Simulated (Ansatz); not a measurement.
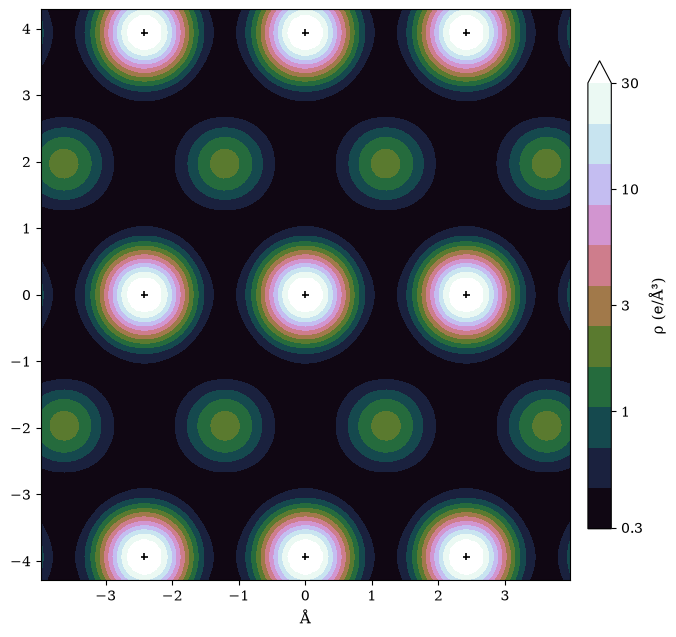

The valence pseudo-density on a plane through atoms (crosses mark nuclei in the plane).

Level of theory: DFT, r2SCAN, plane waves (500 eV) with PAW, scalar-relativistic (Ansatz 0.2.0).

Candidates:
A. Co, a = 2.42 Å, b = 2.42 Å, c = 7.88 Å, α = 90.00°, β = 90.00°, γ = 120.00°. Space group P6₃/mmc; set up as Co, dhcp; a generated structure, not necessarily the stable one; changed on purpose from its base cell (volume × 1.0); computed without spin polarisation.
B. B, a = 1.68 Å, b = 1.68 Å, c = 15.32 Å, α = 90.00°, β = 90.00°, γ = 120.00°. Space group P6₃/mmc; set up as B, dhcp; a generated structure, not necessarily the stable one; changed on purpose from its base cell (volume × 0.96); computed pressure about 6 GPa in this cell.
C. Mn, a = 2.39 Å, b = 2.39 Å, c = 2.39 Å, α = 90.00°, β = 90.00°, γ = 90.00°. Space group Pm-3m; set up as Mn, simple cubic; a generated structure, not necessarily the stable one; changed on purpose from its base cell (volume × 1.08); computed pressure about 13 GPa in this cell; spin-polarised.

Question: Which candidate gave the map?

Answer: Candidate A: Co on the (100) plane of the conventional cell, which holds Co. Co–Co (2.42 Å): ρ is about 0.38 e/Å³ halfway.
